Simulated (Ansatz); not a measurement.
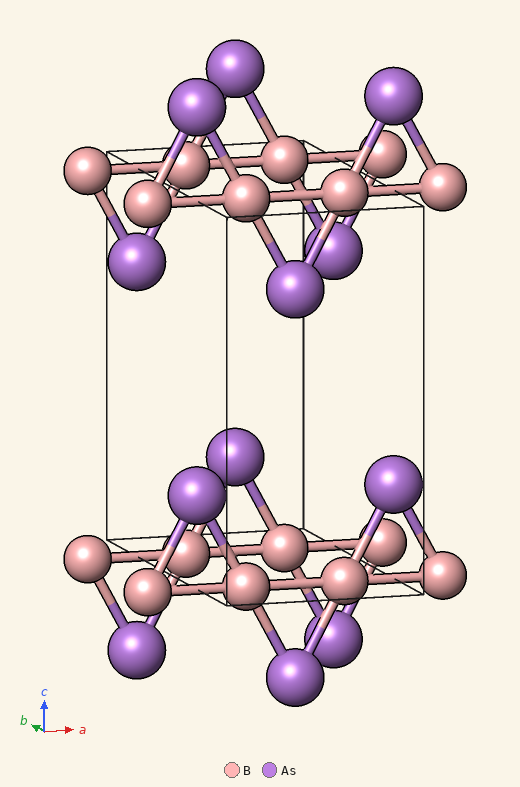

View slightly off an axis, drawn as a ball-and-stick model. Atoms at the boundary of the conventional unit cell (the box) are drawn once for each face, edge or corner they touch. The bonded neighbours beyond the faces are included. Cell: a = 3.72 Å, b = 7.07 Å, c = 7.10 Å, α = 90.00°, β = 90.00°, γ = 90.00°.

It derives from a structure type filled with these elements by a generator (whether the compound takes this form wasn't checked). Earlier steps of the study may have refined or changed the cell and positions. It was run through Ansatz as a DFT input.

Summary of the structure:

Answer. Chemical formula BAs. The structure has Cmme (No. 67) symmetry and a base-centred orthorhombic lattice. The cell comprises 4 formula units: 4 B, 4 As. Each B atom is coordinated by two B and two As (about 1.9 Å to B, 1.9 Å to As). Each As atom has two B in a bent arrangement at about 1.9 Å around it. The bonds build BAs chains along [100].

Run with DFT PBE, scalar-relativistic, plane waves, PAW in Ansatz 0.2.0 and these settings: plane waves up to 420 eV, k-points about 0.14 Å⁻¹ apart, Gaussian smearing of 0.1 eV, no spin polarisation.

What is the band gap, if any?

Answer. A metal: bands cross the Fermi level.

Predict the Bader charges.

Answer. B -0.09 e; As +0.09 e.

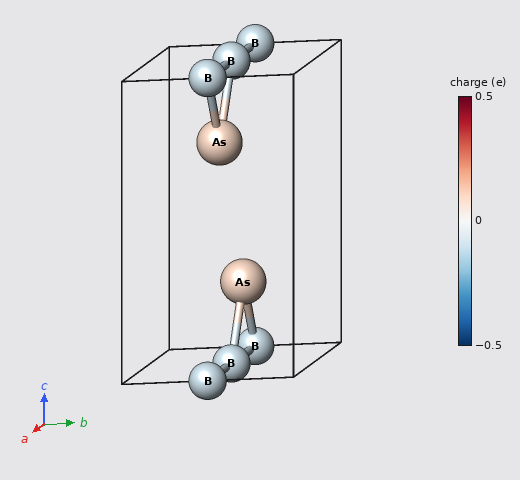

The atoms coloured by those charges. The run's cell of 4 atoms is drawn in a reduced setting, so axes and origin can differ from the first picture.

Are forces and stress small enough to call this relaxed?

Answer. Yes. The largest force is 0.01 eV/Å. The pressure is 0.0 GPa, close to zero.
